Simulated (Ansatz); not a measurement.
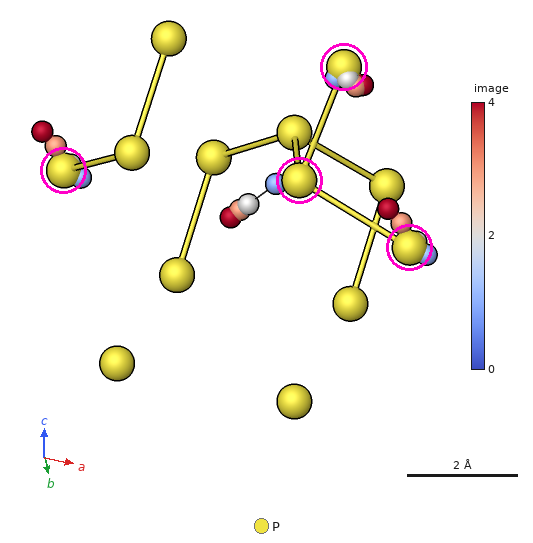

A search for the minimum-energy path of a defect cell of composition P with a P vacancy (15 atoms in the cell) by the nudged elastic band. Images are numbered from 0 (start) to 4 (end). The start is drawn whole; smaller spheres mark the moving atoms (P) in the later images, joined by lines and coloured by the number of the image. The picture is a ball-and-stick view of the atoms within 3.9 Å of the middle of the path, seen from a free direction. The atoms that move most are ringed. Bonds to atoms that aren't drawn are left out.

The calculation used DFT, PAW plane waves, PBE (Ansatz). Settings: plane-wave cutoff 420 eV; k-point mesh 2 × 2 × 3; Fermi-Dirac smearing 0.1 eV; 3 movable images; climbing image; force threshold 0.1 eV/Å; iteration limit 40.

Question: What moves, how far, and at what cost in energy?

Answer: A P atom travels furthest, 1.77 Å from end to end, along [−2 1 −1], on a path that bends up to 0.17 Å away from the straight line. At the highest image its nearest neighbour (P) is 2.23 Å away, against 2.29 Å at the start, and the surrounding atoms stand up to 0.42 Å off the mean of their end positions. Breaking: 2 P–P (2.29–2.37 → 3.10–3.78 Å). Forming: 2 P–P (3.11–3.56 → 2.21–2.36 Å). The barrier is about 0.43 eV in both directions, with image 2 at the top; the ends have the same energy. The band converged in 10 iterations. The largest component of the band force went from 0.75 to 0.021 eV/Å. The climbing image converged on the top of the path. Its curvatures weren't checked. The force threshold of 0.1 eV/Å is loose, so the barrier is approximate.

Limits of the set-up: the k-point mesh is coarse for a cell with partly filled bands; the periodic images lie only 5.6 Å apart, so the values are limited by the cell's size.

The run took 2.4 min on 4 threads of Intel(R) Xeon(R) Platinum 8488C (Sapphire Rapids) (shared host), peak memory 1 GiB.
